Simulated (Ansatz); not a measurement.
Geometry optimisation.

Program: Ansatz.

```
crystal:
  lattice:
    - [0.0, 1.761935, 1.761935]
    - [1.761935, 0.0, 1.761935]
    - [1.761935, 1.761935, 0.0]
  atoms:
    - { symbol: Ni, position: [0.0, 0.0, 0.0], spin: 0.81 }
basis:
  ecutwfc: 420
kpoints:
  mp_grid: { grid: [10, 10, 10] }
hamiltonian:
  xc: pbesol
scf:
  occupations: { method: gaussian, width: 0.1 }
output:
  forces: true
  stress: true
  eigenvalues: true
  populations: true
magnetization:
  spin_polarized: true
relax:
  adjacent_minimum: "off"
  f_tol: 0.05
  max_steps: 80
  cell: { stress_tol: 0.5 }
```

Command:
```bash
ansatz run input.yaml --threads 4 --pin off --max-ram 11264MiB --backend cpu --events-out ev --progress --plain --runs-dir out
```

**How does the optimisation go?**

The optimisation met its thresholds at geometry 4, counting the start as the first. The energy fell by about 18 meV/atom from the first step to the last. All forces vanish by symmetry, so only the cell moves. The volume shrinks from 10.94 to 10.41 Å³ per atom (−4.8 %), as the pressure goes from −10 GPa to about 0 GPa.

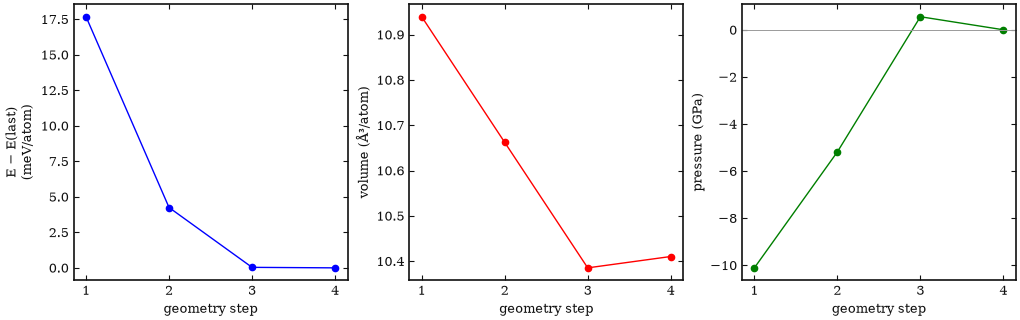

History of the run, step by step. Atoms and cell relax. A closing SCF on a freshly chosen basis isn't drawn.
